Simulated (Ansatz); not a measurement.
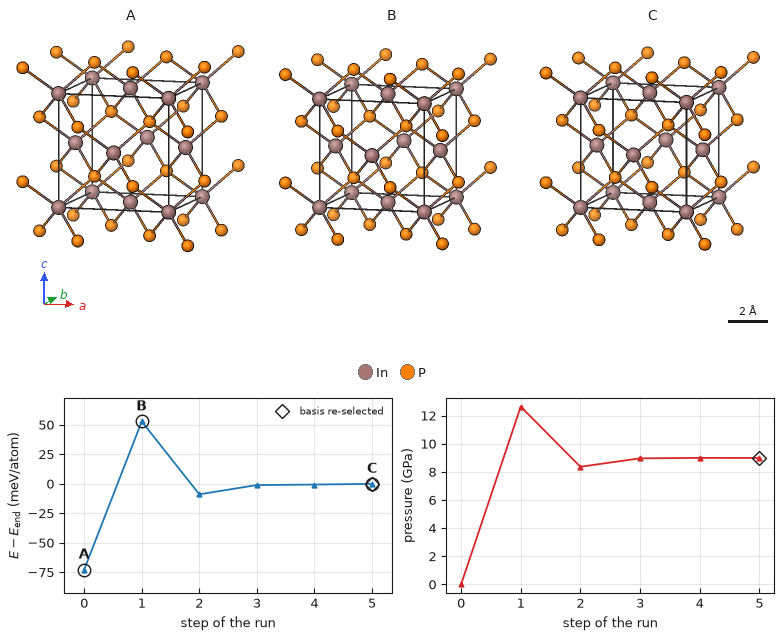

Frames of a relaxation of crystalline InP (set up in F-43m), marked on the history of the run. A ball-and-stick model of the conventional cell (4 times the calculation's cell), seen slightly off an axis. Lengths and directions refer to the drawn axes.

Case: relaxed at 9 GPa.

These are results of Ansatz 0.2.0, DFT PBE, scalar-relativistic, plane waves, PAW, not measurements. Settings: plane-wave cutoff 420 eV; k-point mesh 10 × 10 × 10; occupations fixed; target pressure 9 GPa; no spin polarisation; cell and atoms relaxed; force threshold 0.001 eV/Å; at most 60 steps.

Question: What happens along the run?

Answer: Over 4 accepted moves (5 points after the start) the energy rises by 72.7 meV per atom. With the target pressure of 9 GPa, the enthalpy E + pV changes by −89.3 meV per atom. All forces vanish by symmetry, so only the cell relaxes. The pressure goes from 0.00 to 8.99 GPa. At 1 point the geometry stayed and the basis and grid were re-selected for the new cell (energy shift of 0.6 meV per atom at most each time). No atom moves by more than 0.005 Å relative to the cell. The volume changes by −10.9 %, with a = b = c 5.959 → 5.734 Å (−3.8 %). Among the contacts that change: In–P 2.580 → 2.483 Å. The space group stays F-43m (No. 216). From step 0 to 1: volume −13.9 %, energy +126 meV per atom. From step 1 to 5: volume +3.5 %, energy −52.9 meV per atom.

| step | E − E(0), meV/atom | pressure, GPa | volume, Å³/atom | note |
| --- | --- | --- | --- | --- |
| 0 | 0.00 | 0.00 | 26.454 |  |
| 1 | 125.57 | 12.64 | 22.771 |  |
| 2 | 63.83 | 8.37 | 23.722 |  |
| 3 | 71.66 | 8.97 | 23.577 |  |
| 4 | 72.08 | 9.00 | 23.570 |  |
| 5 | 72.70 | 8.99 | 23.570 | same geometry, new basis |
